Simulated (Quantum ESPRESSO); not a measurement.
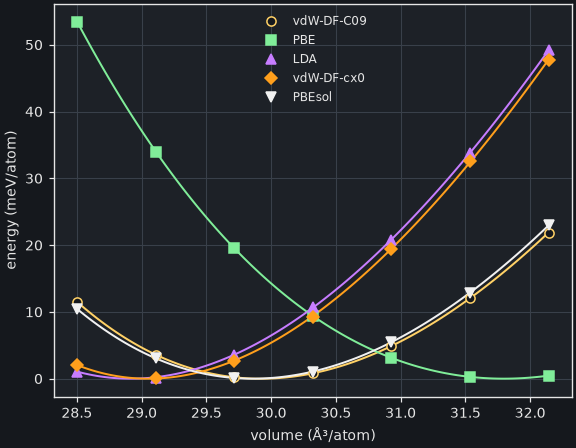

Figure. Energy against volume, with one curve for each functional, for Pb (space group Fm-3m).

Settings that differ: vdW-DF-C09: density cutoff 3050 eV, wave cutoff 762 eV, k mesh 9×9×9, potentials PseudoDojo-0.4.1-SR-PBE-standard; PBE: density cutoff 4900 eV, wave cutoff 612 eV, k mesh 9×9×9, potentials GBRV-1.5-PBE; LDA: density cutoff 4900 eV, wave cutoff 612 eV, k mesh 9×9×9, potentials GBRV-1.5-LDA; vdW-DF-cx0: density cutoff 3050 eV, wave cutoff 762 eV, k mesh 6×6×6, potentials SG15-PBE-1.2; PBEsol: density cutoff 4900 eV, wave cutoff 612 eV, k mesh 9×9×9, potentials GBRV-1.5-PBEsol.

The fitted equilibrium volumes, smallest first, are LDA 28.916, vdW-DF-cx0 29.050, PBEsol 29.859, vdW-DF-C09 29.920, PBE 31.797 Å³/atom. The fitted bulk moduli, smallest first, are PBE 39.8, PBEsol 49.2, vdW-DF-C09 49.5, LDA 55.3, vdW-DF-cx0 60.2 GPa.

Computed with Quantum ESPRESSO 7.5: plane-wave DFT, no spin polarisation; energies at scaled volumes of the given cell, shape and fractions fixed, counted from the fit's minimum, third-order Birch-Murnaghan fit. All runs: no spin polarisation.

| setting | value |
| --- | --- |
| occupations | Fermi–Dirac |
| smearing width | 0.05 eV |

Caveats: coarse k mesh (vdW-DF-cx0); coarse mesh for exact exchange (vdW-DF-cx0); the fit and the printed pressures don't fully agree, or the minimum lies near the end of the range (vdW-DF-cx0); potentials made for another functional (vdW-DF-C09, vdW-DF-cx0); spin-orbit coupling left out, heavy elements.
